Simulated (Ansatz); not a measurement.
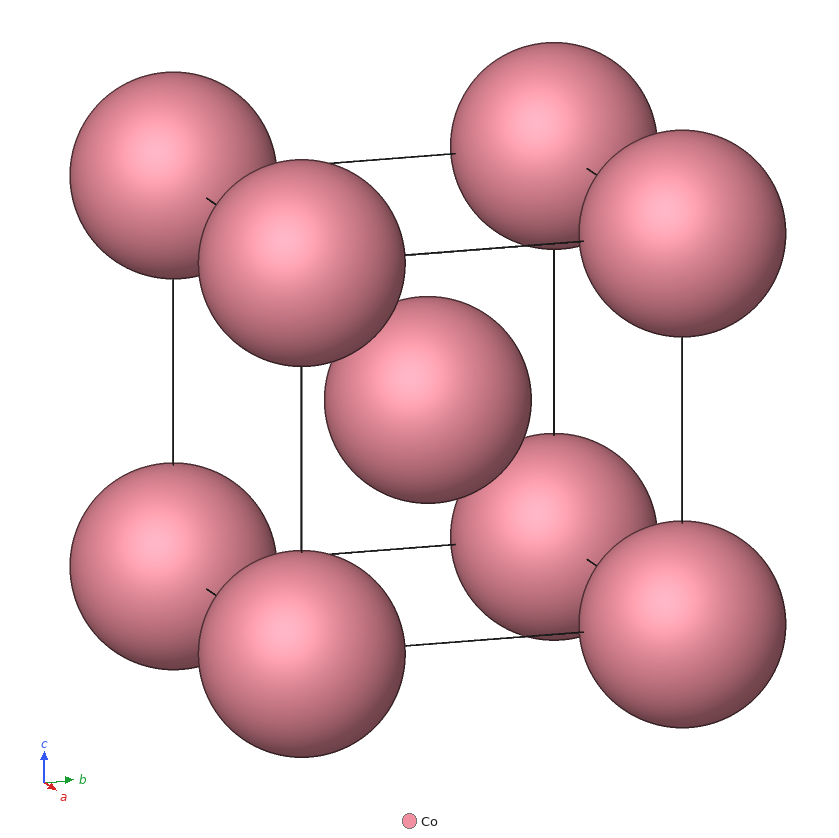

View slightly off an axis, drawn as a spheres-only model. One conventional unit cell is outlined, and atoms on its boundary appear in each equivalent place.

Co, space group Im-3m (No. 229), a = 2.81 Å, b = 2.81 Å, c = 2.81 Å, α = 90.00°, β = 90.00°, γ = 90.00°.

Calculation details: Ansatz, DFT PBE, spin-orbit coupling, plane waves, PAW; E_cut = 420 eV, k-points about 0.16 Å⁻¹ apart, Gaussian smearing of 0.05 eV, spinor wavefunctions. The state is ferromagnetic, in a cell of 1 atoms.

**Is it conducting or gapped at this level?**

A metal: bands cross the Fermi level.

**How far is the cell from zero pressure?**

The computed pressure is 0.0 GPa, close to zero.

Origin of the cell: a structure type filled with this element by a generator (whether the element takes this form wasn't checked). The cell was then strained or its atoms displaced on purpose. It went into a calculation with Ansatz.
